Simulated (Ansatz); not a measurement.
## NbN: single-point calculation (part 2 of 2)

The same run, continued: NbN (Fm-3m, 4 atoms in the cell); DFT PBE+U, spin-orbit coupling, plane waves, PAW, Ueff = 1 eV on Nb atom 1 d; Ueff = 1 eV on Nb atom 3 d (Ansatz 0.2.0); cutoff 420 eV, 7×7×7 k-mesh, Gaussian smearing of 0.05 eV. The structure derives from an entry of the Crystallography Open Database. It belongs to a series of runs on one base structure; here: from atoms, default search.

Geometry of the input (Å; fractional positions):
```
0.0000  2.1945  2.1945
4.3890  2.1945  2.1945
4.3890  4.3890  0.0000
Nb 0.5000  0.5000  -0.0000
N  0.0000  0.0000  0.0000
Nb 0.5000  0.5000  0.5000
N  0.0000  -0.0000  0.5000
```

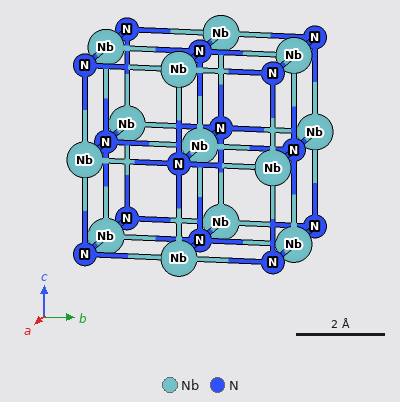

Fig. 1: The structure (ball-and-stick view of the cell 2 times as large as that of the calculation, set on its symmetry axes, seen slightly off an axis).

## Log, continued
```
SCF iter   1: F=—  HF=-9876.799540 eV  |F-HF|=—  |Δ(HF+E_count)|=         —  Δρ=1.42e-1  dr2=7.16e0  dr2_m=1.95e0  ethr=3.10e-3  |M|=1.63e-17 ∫|m|=1.29e0 μB  |m|>n=0.0e0 m-floor=0.0e0 τ_xc=0.0e0 mc-row=0.0e0  β_m=0.30  ⟨swp⟩=5.1  Hψ=12450  notcnv=0  defer=2
preconditioner: auto → Kerker (q_TF=auto, 2.656 Å⁻¹)  [metal: Δε(μ)=0.018 eV  Ē_g=9.931 eV  σ=0.050 eV  W_gap=0.20  n_scr=14 (ndim 8)  ℏωp=25.5 eV  f_vac=0.000  D(μ)=2.43/eV (n_scr^D=28)]
spin=Noncollinear: Kerker preconditioning applied to the charge; magnetization (m_x, m_y, m_z) channels mix plain (no charge-response kernel on spin).
SCF iter   2: F=—  HF=-9875.950792 eV  |F-HF|=—  |Δ(HF+E_count)|=   8.49e-1  Δρ=1.03e-1  dr2=2.03e0  dr2_m=1.04e0  ethr=3.10e-3  |M|=2.47e-17 ∫|m|=1.16e0 μB  |m|>n=0.0e0 m-floor=0.0e0 τ_xc=4.4e-4 mc-row=0.0e0  β_m=0.30  ⟨swp⟩=2.7  Hψ=4956  notcnv=0  defer=170
SCF iter   3: F=—  HF=-9875.740583 eV  |F-HF|=—  |Δ(HF+E_count)|=   2.10e-1  Δρ=7.42e-2  dr2=1.89e-1  dr2_m=5.33e-1  ethr=3.10e-3  |M|=9.34e-17 ∫|m|=1.09e0 μB  |m|>n=0.0e0 m-floor=0.0e0 τ_xc=6.3e-4 mc-row=0.0e0  β_m=0.30  ⟨swp⟩=6.0  Hψ=19329  notcnv=0  defer=30
automatic band count: the SCF goes on with 52 bands, as 44 were too few: the levels above may hold too much charge
SCF iter   4: F=—  HF=-9875.843974 eV  |F-HF|=—  |Δ(HF+E_count)|=   1.03e-1  Δρ=5.59e-2  dr2=5.11e-2  dr2_m=3.02e-1  ethr=5.24e-4  |M|=1.30e-17 ∫|m|=9.71e-1 μB  |m|>n=0.0e0 m-floor=0.0e0 τ_xc=7.1e-4 mc-row=0.0e0  β_m=0.30  ⟨swp⟩=2.0  Hψ=5386  notcnv=0  defer=598
SCF iter   5: F=—  HF=-9875.913156 eV  |F-HF|=—  |Δ(HF+E_count)|=   6.92e-2  Δρ=4.23e-2  dr2=9.97e-4  dr2_m=1.73e-1  ethr=1.42e-4  |M|=7.74e-17 ∫|m|=8.72e-1 μB  |m|>n=0.0e0 m-floor=0.0e0 τ_xc=7.4e-4 mc-row=0.0e0  β_m=0.30  ⟨swp⟩=2.0  Hψ=4432  notcnv=0  defer=598
SCF iter   6: F=—  HF=-9875.961380 eV  |F-HF|=—  |Δ(HF+E_count)|=   4.82e-2  Δρ=3.29e-2  dr2=3.45e-4  dr2_m=1.05e-1  ethr=2.77e-6  |M|=2.57e-17 ∫|m|=7.75e-1 μB  |m|>n=0.0e0 m-floor=0.0e0 τ_xc=7.3e-4 mc-row=0.0e0  β_m=0.30  ⟨swp⟩=2.0  Hψ=5316  notcnv=0  defer=598
SCF iter   7: F=—  HF=-9875.992040 eV  |F-HF|=—  |Δ(HF+E_count)|=   3.07e-2  Δρ=2.59e-2  dr2=6.24e-5  dr2_m=6.51e-2  ethr=9.59e-7  |M|=3.69e-17 ∫|m|=6.91e-1 μB  |m|>n=0.0e0 m-floor=0.0e0 τ_xc=6.9e-4 mc-row=0.0e0  β_m=0.30  ⟨swp⟩=2.0  Hψ=4870  notcnv=0  defer=598
Mixer restart at iter 7: flushing history
spin-set hold released at iteration 7 (site moments contracting): the magnetisation degrees of freedom join the quasi-Newton model from the next iteration; the mixer history was flushed
SCF iter   8: F=—  HF=-9876.012482 eV  |F-HF|=—  |Δ(HF+E_count)|=   2.04e-2  Δρ=2.07e-2  dr2=8.87e-5  dr2_m=4.16e-2  ethr=1.73e-7  |M|=3.64e-17 ∫|m|=6.16e-1 μB  |m|>n=0.0e0 m-floor=0.0e0 τ_xc=6.4e-4 mc-row=0.0e0  β_m=0.55  ⟨swp⟩=2.6  Hψ=5770  notcnv=0  defer=598
SCF iter   9: F=—  HF=-9876.058234 eV  |F-HF|=—  |Δ(HF+E_count)|=   4.58e-2  Δρ=6.13e-3  dr2=1.18e-4  dr2_m=3.64e-3  ethr=1.73e-7  |M|=2.31e-18 ∫|m|=3.06e-1 μB  |m|>n=0.0e0 m-floor=0.0e0 τ_xc=2.9e-4 mc-row=0.0e0  β_m=0.82  ⟨swp⟩=4.1  Hψ=8078  notcnv=0  defer=610
SCF iter  10: F=—  HF=-9876.070459 eV  |F-HF|=—  |Δ(HF+E_count)|=   1.22e-2  Δρ=1.24e-3  dr2=3.82e-6  dr2_m=1.50e-4  ethr=1.73e-7  |M|=5.77e-18 ∫|m|=6.74e-2 μB  |m|>n=0.0e0 m-floor=0.0e0 τ_xc=3.3e-5 mc-row=0.0e0  β_m=0.91  ⟨swp⟩=4.3  Hψ=8468  notcnv=0  defer=592
SCF iter  11: F=—  HF=-9876.071189 eV  |F-HF|=—  |Δ(HF+E_count)|=   7.29e-4  Δρ=1.89e-4  dr2=4.79e-6  dr2_m=3.57e-6  ethr=1.06e-8  |M|=2.80e-19 ∫|m|=5.86e-3 μB  |m|>n=0.0e0 m-floor=0.0e0 τ_xc=7.6e-7 mc-row=0.0e0  β_m=0.96  ⟨swp⟩=3.4  Hψ=7546  notcnv=0  defer=594
SCF iter  12: F=—  HF=-9876.071200 eV  |F-HF|=—  |Δ(HF+E_count)|=   1.16e-5  Δρ=3.24e-5  dr2=1.28e-7  dr2_m=1.04e-7  ethr=1.06e-8  |M|=1.23e-20 ∫|m|=9.36e-4 μB  |m|>n=0.0e0 m-floor=0.0e0 τ_xc=1.9e-8 mc-row=0.0e0  β_m=0.98  ⟨swp⟩=2.0  Hψ=5282  notcnv=0  defer=594
SCF iter  13: F=—  HF=-9876.071201 eV  |F-HF|=—  |Δ(HF+E_count)|=   4.61e-7  Δρ=1.50e-5  dr2=1.32e-8  dr2_m=2.22e-8  ethr=2.78e-10  |M|=1.06e-21 ∫|m|=2.86e-4 μB  |m|>n=0.0e0 m-floor=0.0e0 τ_xc=4.3e-9 mc-row=0.0e0  β_m=0.99  ⟨swp⟩=12.7  Hψ=21641  notcnv=0
SCF iter  14: F=—  HF=-9876.071201 eV  |F-HF|=—  |Δ(HF+E_count)|=   7.16e-8  Δρ=2.39e-6  dr2=3.28e-10  dr2_m=5.57e-10  ethr=3.68e-11  |M|=2.06e-21 ∫|m|=4.57e-5 μB  |m|>n=0.0e0 m-floor=0.0e0 τ_xc=4.9e-11 mc-row=0.0e0  β_m=0.99  ⟨swp⟩=6.9  Hψ=14698  notcnv=0
SCF iter  15: F=-9876.071201 eV  HF=-9876.071201 eV  |F-HF|=2.07e-10  |Δ(HF+E_count)|=   1.98e-9  Δρ=8.24e-7  dr2=2.83e-10  dr2_m=1.28e-11  ethr=1.00e-12  |M|=5.04e-23 ∫|m|=6.36e-6 μB  |m|>n=0.0e0 m-floor=0.0e0 τ_xc=3.0e-13 mc-row=0.0e0  ⟨swp⟩=6.0  Hψ=13491  notcnv=0
WARN: the starting moments were not kept: the SCF closed with an absolute magnetisation of 6.3e-6 μB, where they sum to 4 μB in size (2 sites). That is at most 0.1 of that sum. Measured as dr2_m measures the in/out step, that magnetisation stands 6.8e-12 eV from none, at or under the dr2_threshold of 1.0e-7 eV: it is no larger than a step whose dr2_m would equal this threshold. The system may hold no moment; this SCF shows only that its start led to no more than that. To try another start: raise the starting moments (crystal.atoms[].spin, magnetization.per_species, magnetization.initial_magnetization, or on a non-collinear deck that types none of these the spinor_matrix: blocks that start its atoms; where the total moment is fixed, keep their sum and leave initial_magnetization as it is; typed ones take the place of any that the run laid by itself, positive ones on a crystal's lanthanoids without a Hubbard term where scf.initial_density.shell_occupations: [] is typed) or, if the notice of its spin-set hold's release reads "site moments contracting" or "site moments show no strong build", lengthen the hold (scf.mixing.spin_hold: { on: { confirm: 4 } }; for m-r²SCAN on two components see the key's manual first). Each may lead to a state that holds a moment. A second SCF, from the converged charge density, with the starting moments and any scf.initial_density.shell_occupations laid on it anew, would have followed, and was not run: the deck does not ask for one (magnetization.retry_lost_moments is false, the default). To let it run, set magnetization.retry_lost_moments: true and run the deck again, where that key's refused combinations let it; where memory then withholds it, that run's warning says so.
SCF 1 converged in 15 iterations: F = -9876.071201 eV  dr2 = 2.83e-10
  greatest PAW one-centre occupation: 0.998 electrons in one spin orbital (limit 2), on the Nb atom at site 2 (counted from 0), in its partial waves of l = 0
SCF converged after 15 iterations
Magnetization: |M| = 0.0000 μB,  M = (+0.0000, -0.0000, -0.0000) μB
Absolute magnetization: 0.0000 μB (∫|m|, with the PAW one-centre terms)
  site 0: m = (-0.0000, -0.0000, -0.0000) μB, |m| = 0.0000 μB  (R = 0.91 Å)
  site 1: m = (+0.0000, +0.0000, +0.0000) μB, |m| = 0.0000 μB  (R = 0.91 Å)
  site 2: m = (+0.0000, +0.0000, +0.0000) μB, |m| = 0.0000 μB  (R = 0.91 Å)
  site 3: m = (-0.0000, -0.0000, -0.0000) μB, |m| = 0.0000 μB  (R = 0.91 Å)
Free energy (F): -9876.071201 eV
Harris-Foulkes:  -9876.071201 eV  (|F-HF|=2.07e-10)
Internal energy: -9876.067004 eV  (E = F + TS)
E sigma→0 (E₀):  -9876.069103 eV
Entropy (-TS):   -0.004196 eV (-1.049 meV/atom)
Fermi energy:    20.629039 eV
--- Per-component energies (eV) ---
  E_band       = -17.395571
  E_kinetic    = 1058.507903
  E_local      = -1440.132331  (includes V_loc(G=0)·N_el)
  E_nonlocal   = 327.282954
  E_hartree    = 435.888108
  E_xc         = -474.935840
  E_vxc        = -583.872868  (∫ρ·V_xc dr)
  E_hubbard    = 2.345997  (on-site DFT+U / exact-exchange correction)
  E_vhub       = 0.758765  (the Hubbard potential's part of the band-sum identity)
  E_paw        = -6402.048338  (= ΣΔE_a)
  E_vpaw       = -251.716428  (= ΣTr[D̂ρ^β])
  E_aug_tail   = 0.000199  (compensation charges beyond the density's cutoff)
  E_ewald      = -3382.975656
  E_smearing   = -0.004196  (= −TS)
  E_closure    = 0.000000  (closes the sum)
  Σ components = -9876.071201   (vs F -9876.071201, Δ=0.00e0)
--- Hubbard shell moments (per corrected site; Tr N, ν in electrons; μ in μ_B) ---
  shell 0: Tr N=3.9332  μ_S=(+0.0000, -0.0000, -0.0000)  μ_L=(+0.0000, -0.0000, -0.0000)  μ=(+0.0000, -0.0000, -0.0000)  ν=0.0270 along (+0.000, +1.000, +0.000)
  shell 1: Tr N=3.9332  μ_S=(+0.0000, -0.0000, +0.0000)  μ_L=(+0.0000, +0.0000, +0.0000)  μ=(+0.0000, +0.0000, +0.0000)  ν=0.0270 along (+0.000, +1.000, +0.000)
--- Forces (eV/Å), atoms counted from 1 ---
  atom   1  Nb     0.00000000     0.00000000     0.00000000
  atom   2  N     -0.00000000     0.00000000     0.00000000
  atom   3  Nb     0.00000000     0.00000000     0.00000000
  atom   4  N      0.00000000     0.00000000     0.00000000
  max |Σ_I F_I| component: 0.00e0 eV/Å
--- Stress (GPa, compression-positive) ---
        7.276929       0.000000       0.000000
        0.000000       7.839760       0.000000
        0.000000       0.000000       7.839760
  P = ⅓ Tr σ = 7.6521 GPa (76.521 kbar)
--- Band table (eV; the first three rows and the last of 64) ---
  k-point 0: bands = ["-35.7395", "-35.7395", "-35.5536", "-35.5536", "-13.3656", "-13.3656", "-12.8794", "-12.8794", "-11.4421", "-11.4421", "-11.0914", "-11.0914", "-10.7279", "-10.7279", "-10.7265", "-10.7265", "3.0706", "3.0706", "3.8287", "3.8287", "14.9440", "14.9440", "15.6439", "15.6439", "16.6445", "16.6445", "16.7697", "16.7697", "17.3182", "17.3182", "17.3922", "17.3922", "17.3927", "17.3927", "18.6475", "18.6475", "18.6480", "18.6480", "18.7717", "18.7717", "20.7017", "20.7017", "20.7032", "20.7032", "22.4414", "22.4414", "23.4414", "23.4414", "23.5790", "23.5790", "23.9415", "23.9415"]
  k-point 1: bands = ["-35.7219", "-35.7219", "-35.5547", "-35.5547", "-13.3605", "-13.3605", "-12.9298", "-12.9298", "-11.4328", "-11.4328", "-11.1194", "-11.1194", "-10.8315", "-10.8315", "-10.7452", "-10.7452", "3.3610", "3.3610", "4.0492", "4.0492", "14.7859", "14.7859", "14.9169", "14.9169", "15.9875", "15.9875", "16.0085", "16.0085", "16.2648", "16.2648", "16.6737", "16.6737", "17.5296", "17.5296", "18.8879", "18.8879", "19.2290", "19.2290", "19.5268", "19.5268", "21.2948", "21.2948", "22.2688", "22.2688", "23.1954", "23.1954", "23.3126", "23.3126", "23.6003", "23.6003", "24.7440", "24.7440"]
  k-point 2: bands = ["-35.6765", "-35.6765", "-35.5618", "-35.5618", "-13.3477", "-13.3477", "-13.0624", "-13.0624", "-11.4357", "-11.4357", "-11.1104", "-11.1104", "-11.0626", "-11.0626", "-10.8015", "-10.8015", "4.0704", "4.0704", "4.5630", "4.5630", "13.5600", "13.5600", "14.1431", "14.1431", "14.6600", "14.6600", "14.8483", "14.8483", "14.8825", "14.8825", "15.6595", "15.6595", "19.3090", "19.3090", "19.4746", "19.4746", "20.0648", "20.0648", "20.9942", "20.9942", "22.2105", "22.2105", "22.4714", "22.4714", "22.7168", "22.7168", "24.7858", "24.7858", "24.9023", "24.9023", "25.8100", "25.8100"]
  k-point 63: bands = ["-35.5625", "-35.5625", "-35.5540", "-35.5540", "-13.3633", "-13.3633", "-13.3435", "-13.3435", "-11.4357", "-11.4357", "-11.4150", "-11.4150", "-11.1093", "-11.1093", "-11.0726", "-11.0726", "3.9105", "3.9105", "3.9395", "3.9395", "14.5816", "14.5816", "14.8879", "14.8879", "15.2932", "15.2932", "15.7535", "15.7535", "16.0796", "16.0796", "16.5748", "16.5748", "16.6985", "16.6985", "17.3380", "17.3380", "22.3392", "22.3392", "22.9788", "22.9788", "23.2391", "23.2391", "23.3993", "23.3993", "23.5331", "23.5331", "23.5337", "23.5337", "24.8926", "24.8926", "24.9478", "24.9478"]
Occupation matrices written to [file]
--- Löwdin populations: 4 sites ---
  site symbol       q [e]
     0     Nb     12.2923
     1      N      5.6415
     2     Nb     12.2923
     3      N      5.6415
  spilling = 0.003680 (of n_electrons = 36.000000)
--- Occupation matrices: 2 shells (run DFT+U table (all-electron-ortho-atomic); ε = 6.17e-4) ---
  Nb0 d_4D: site group Oh (m-3m); on the run's cell D4h (4/mmm)
  Nb0 d_4D spinor Tr n = 3.9332  λ = 0.316 0.316 0.317 0.317 0.428 0.428 0.453 0.453 0.453 0.453  [4× x2-y2 0.50 (Eg 1.00) G3/2g(1.00)/E1/2g(0.50) | 2× yz 0.37 (T2g 1.00) E5/2g(1.00)/E3/2g(1.00) | 4× xz 0.34 (T2g 1.00) G3/2g(1.00)/E1/2g(0.50)]
  Nb2 d_4D: site group Oh (m-3m); on the run's cell D4h (4/mmm)
  Nb2 d_4D spinor Tr n = 3.9332  λ = 0.316 0.316 0.317 0.317 0.428 0.428 0.453 0.453 0.453 0.453  [4× x2-y2 0.50 (Eg 1.00) G3/2g(1.00)/E1/2g(0.50) | 2× yz 0.37 (T2g 1.00) E5/2g(1.00)/E3/2g(1.00) | 4× xz 0.34 (T2g 1.00) G3/2g(1.00)/E1/2g(0.50)]
  Tr n, λ and their labels are of the run-group-symmetrised matrices; stabiliser: 64 of 64 elements of G0×{1,Θ} (closed), max defect 3.6e-6 at τ = 1.3e-4
```

## Summary

| quantity | value |
| --- | --- |
| outcome | converged |
| space group (tolerance 0.01 Å) | Fm-3m (225) |
| electrons treated | 36 |
| free energy | −9876.0712 eV |
| Fermi energy | 20.629 eV |
| gap on the k-point mesh | none (metallic) |
| net moment of the cell | 0.00 μB |
| integrated absolute moment | 0.00 μB |
| pressure | 7.65 GPa |
| largest force (length of the vector) | under 0.001 eV/Å |
| hardware | 4 threads of Arm Neoverse V1, 24 GiB of memory available, shared host |
| wall time | 29 s (CPU time 1.9 min) |
| peak memory | 0.8 GiB |

The program warns: some starting moments were not kept; the SCF threshold is looser than advised for the printed stress. The cell is under a pressure of 7.7 GPa at this level, so it is not at its equilibrium volume.
